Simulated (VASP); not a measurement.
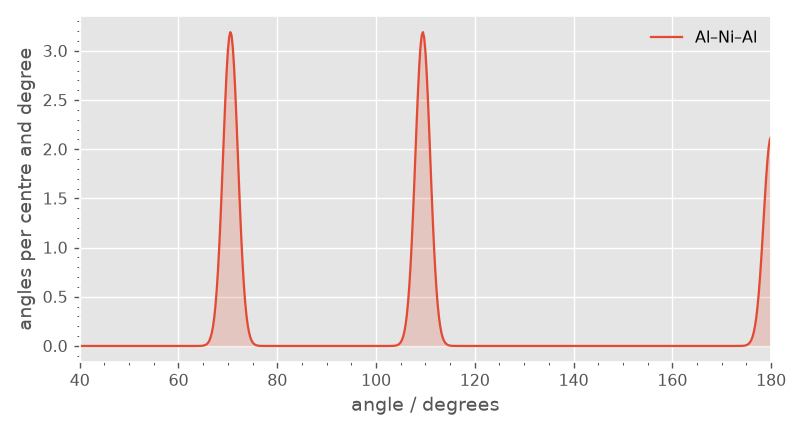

Bond-angle distributions computed from the structure of AlNi; each angle is a Gaussian of σ = 1.5°. Bonds counted: Al–Ni up to 2.79 Å. It is based on an entry of the Crystallography Open Database, as set up for an electronic-structure calculation.

> Where do the angles cluster?

Al–Ni–Al: 71° (12 per centre); 109° (12 per centre); 180° (4 per centre)

> What coordination geometry do the angles point to, counting the bonds named above alone?

Ni has 8 Al neighbours in a cubic arrangement.

The structure has space group Pm-3m (No. 221); other forms of this composition would give other results.
